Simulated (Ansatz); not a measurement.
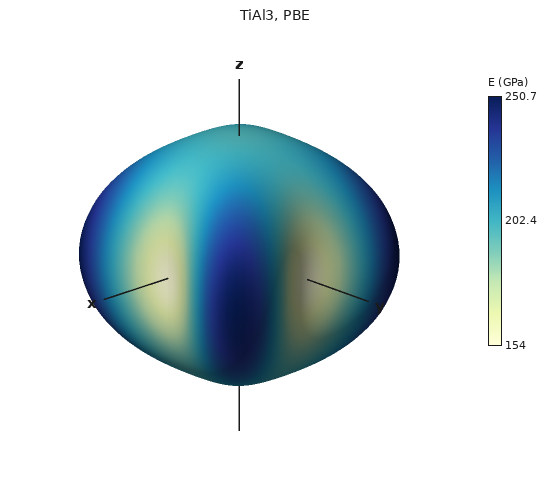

The plot gives the computed Young's modulus as a surface whose radius and colour give its value in each direction for TiAl₃, space group I4/mmm (No. 139).

Starting cell:
```yaml
crystal:
  lattice:
    - [-1.92607, 1.92607, 4.30102]
    - [1.92607, -1.92607, 4.30102]
    - [1.92607, 1.92607, -4.30102]
  atoms:
    - { symbol: Ti, position: [0.00000, 0.00000, 0.00000] }
    - { symbol: Al, position: [0.50000, 0.50000, 0.00000] }
    - { symbol: Al, position: [0.75000, 0.25000, 0.50000] }
    - { symbol: Al, position: [0.25000, 0.75000, 0.50000] }
```

Computed with Ansatz 0.2.0: elastic stress-strain coefficients at zero temperature from small strains of the given cell, Voigt order xx yy zz yz xz xy, Cartesian axes of the cell vectors; plane waves with PAW datasets, Γ-centred k mesh. Level: PBE, no spin polarisation.

```csv
setting,value
wave cutoff,420 eV
k mesh,18×18×18
occupations,Fermi–Dirac
smearing width,0.15 eV
ions,relaxed
strain amplitude,0.005
```

> How anisotropic is Young's modulus?

Over all directions E runs from 154 to 251 GPa, a ratio of 1.63.

> What is E along the Cartesian axes and along their diagonal?

E is 154 GPa along x, 154 GPa along y and 199 GPa along z, and 228 GPa along the body diagonal x + y + z.

Note: metal sensitive to the k mesh.

The computed values:

Stiffness matrix C (GPa), Voigt order:
|  | xx | yy | zz | yz | xz | xy |
| --- | --- | --- | --- | --- | --- | --- |
| xx | 192.0 | 81.4 | 46.2 | 0.0 | 0.0 | 0.0 |
| yy | 81.4 | 192.0 | 46.2 | 0.0 | 0.0 | 0.0 |
| zz | 46.2 | 46.2 | 214.4 | 0.0 | 0.0 | 0.0 |
| yz | 0.0 | 0.0 | 0.0 | 91.4 | 0.0 | 0.0 |
| xz | 0.0 | 0.0 | 0.0 | 0.0 | 91.4 | 0.0 |
| xy | 0.0 | 0.0 | 0.0 | 0.0 | 0.0 | 124.0 |
